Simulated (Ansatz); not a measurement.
ZnSe: several calculations on one system

## 1. Relaxation

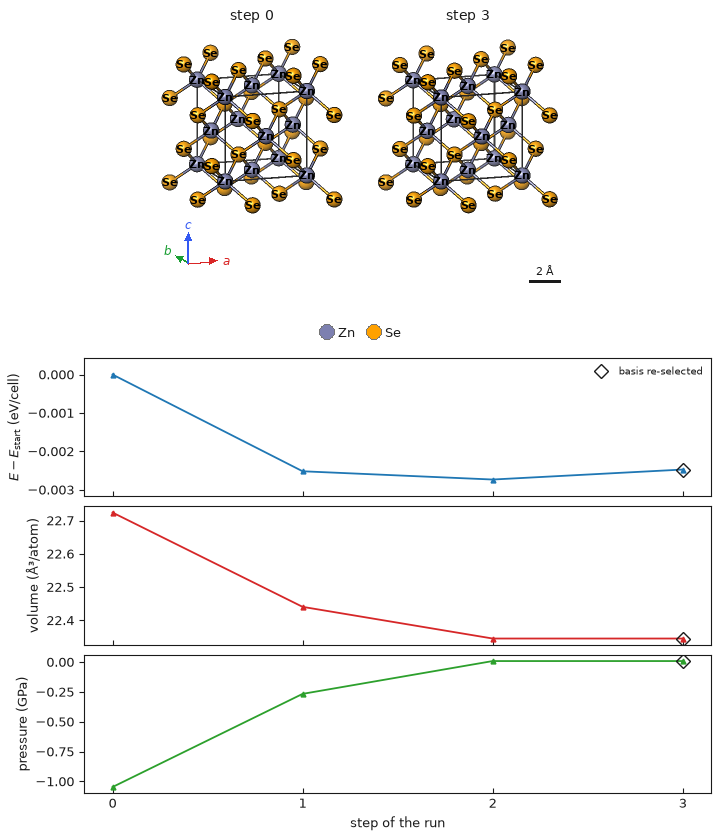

First and last geometry of a relaxation of solid ZnSe (set up in F-43m), with the history of the run. Style: ball-and-stick. Shown: the conventional cell (4 times the calculation's cell), slightly off an axis. Lengths and directions refer to the drawn axes.

All numbers below come from DFT PBEsol, scalar-relativistic, plane waves, PAW in Ansatz.

Input file:
```yaml
crystal:
  lattice:
    - [0.0, 2.8324425407, 2.8324425407]
    - [2.8324425407, 0.0, 2.8324425407]
    - [2.8324425407, 2.8324425407, 0.0]
  atoms:
    - { symbol: Zn, position: [0.0, 0.0, 0.0] }
    - { symbol: Se, position: [0.75, 0.75, 0.75] }
basis:
  ecutwfc: 420
kpoints:
  mp_grid: { grid: [8, 8, 8] }
hamiltonian:
  xc: pbesol
scf:
  occupations: { method: gaussian, width: 0.02 }
output:
  forces: true
  stress: true
  eigenvalues: true
  write_density: true
  write_potential: true
  elf: true
  volumetric_format: npy
relax:
  adjacent_minimum: "off"
  f_tol: 0.005
  max_steps: 80
  cell: { stress_tol: 0.05 }
```

Launched with:
```bash
ansatz run input.yaml --threads 1 --pin off --max-ram 2560MiB --backend cpu --events-out ev --progress --plain --runs-dir out
```

Question: Did the run converge, and what did it change?

Answer: It converged. The atoms keep their places relative to the cell (all moves are under 0.005 Å). Cell: a = b = c 5.665 → 5.633 Å (−0.6 %). Volume −1.7 %. Near-neighbour distances that change, for instance: Zn1–Se2 2.453 → 2.439 Å. The space group stays F-43m (No. 216). The energy falls by 2.5 meV per cell of the calculation in 2 accepted moves (3 points after the start). All forces vanish by symmetry, so only the cell relaxes. Pressure: −1.05 GPa at the start and 0.01 GPa at the end. The SCF was repeated once at an unchanged geometry on a basis and grid sized afresh for the cell, which shifted the energy by 0.3 meV per cell of the calculation at most. The run took 11 s on 1 thread of Arm Neoverse V1, on a shared host, peak memory 0.33 GiB.

## 2. Relaxation

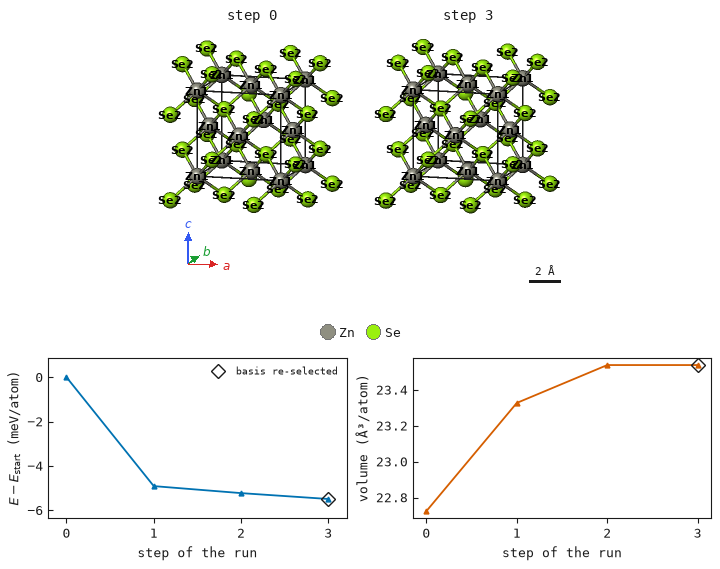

First and last geometry of a relaxation of a crystal of ZnSe (set up in F-43m), with the history of the run. Style: ball-and-stick. Shown: the conventional cell (4 times the calculation's cell), slightly off an axis. Lengths and directions refer to the drawn axes.

These are results of Ansatz, DFT PBE, scalar-relativistic, plane waves, PAW, not measurements.

The input:
```yaml
crystal:
  lattice:
    - [0.0, 2.83244254, 2.83244254]
    - [2.83244254, 0.0, 2.83244254]
    - [2.83244254, 2.83244254, 0.0]
  atoms:
    - { symbol: Zn, position: [0.0, 0.0, 0.0] }
    - { symbol: Se, position: [0.25, 0.25, 0.25] }
basis:
  ecutwfc: 420
kpoints:
  mp_grid: { grid: [8, 8, 8] }
hamiltonian:
  xc: pbe
scf:
  occupations: { method: gaussian, width: 0.02 }
output:
  forces: true
  stress: true
  eigenvalues: true
relax:
  adjacent_minimum: "off"
  f_tol: 0.005
  max_steps: 80
  cell: { stress_tol: 0.05 }
```

Launched with:
```bash
ansatz run input.yaml --threads 4 --pin off --max-ram 8192MiB --backend cpu --events-out ev --progress --plain --runs-dir out
```

Did the run converge, and what did it change?

Answer. It converged. Over 2 accepted moves (3 points after the start) the energy falls by 5.5 meV per atom. All forces vanish by symmetry, so only the cell relaxes. Pressure: 2.20 GPa at the start and 0.03 GPa at the end. The SCF was repeated once at an unchanged geometry on a basis and grid sized afresh for the cell, which shifted the energy by 0.3 meV per atom at most. No atom moves by more than 0.005 Å relative to the cell. The volume changes by +3.6 %, with a = b = c 5.665 → 5.732 Å (+1.2 %). Some distances before and after: Zn1–Se2 2.453 → 2.482 Å. The space group stays F-43m (No. 216).

## 3. Series

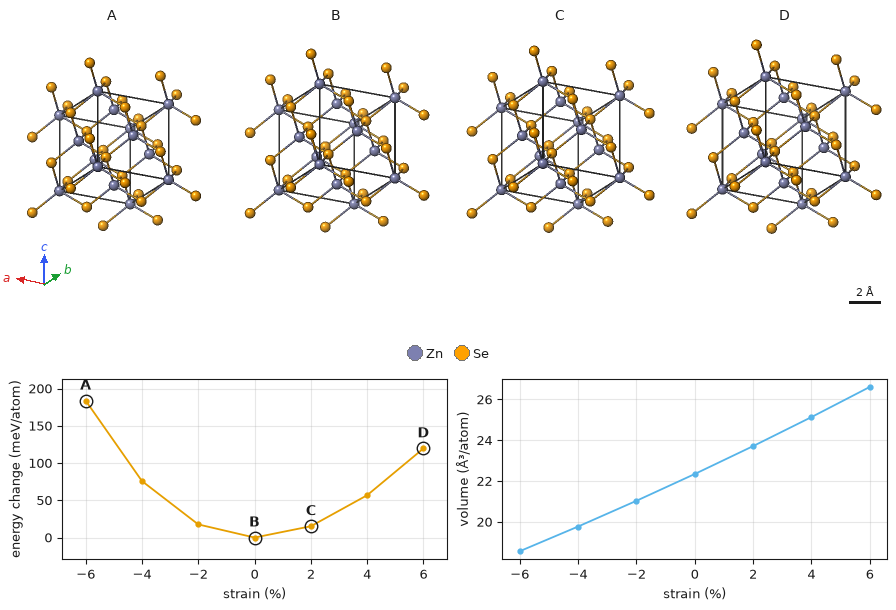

Members of a series of calculations on solid ZnSe (set up in F-43m), marked on the first curve. A ball-and-stick model of the conventional cell (2 times the calculation's cell), seen from a free direction. Lengths and directions refer to the drawn axes.

Computed with DFT PBEsol, scalar-relativistic, plane waves, PAW (Ansatz). (plane-wave cutoff 420 eV; k-point mesh 8 × 8 × 6; occupations gaussian; smearing width 0.02 eV; no spin polarisation)

Q: Describe the series.

A: Equal strain along all axes, cell held, atoms relaxed. A (strain −6.0 %): energy change 184 meV/atom, volume 18.56 Å³ per atom. B (strain 0.0 %): energy change 0.0 meV/atom, volume 22.35 Å³ per atom. C (strain 2.0 %): energy change 15.2 meV/atom, volume 23.71 Å³ per atom. D (strain 6.0 %): energy change 120 meV/atom, volume 26.61 Å³ per atom. The rest compares A with D. The volume changes by +43.4 %, with a = b = c 5.295 → 5.971 Å (+12.8 %). Some distances before and after: Se–Zn 2.293 → 2.586 Å.
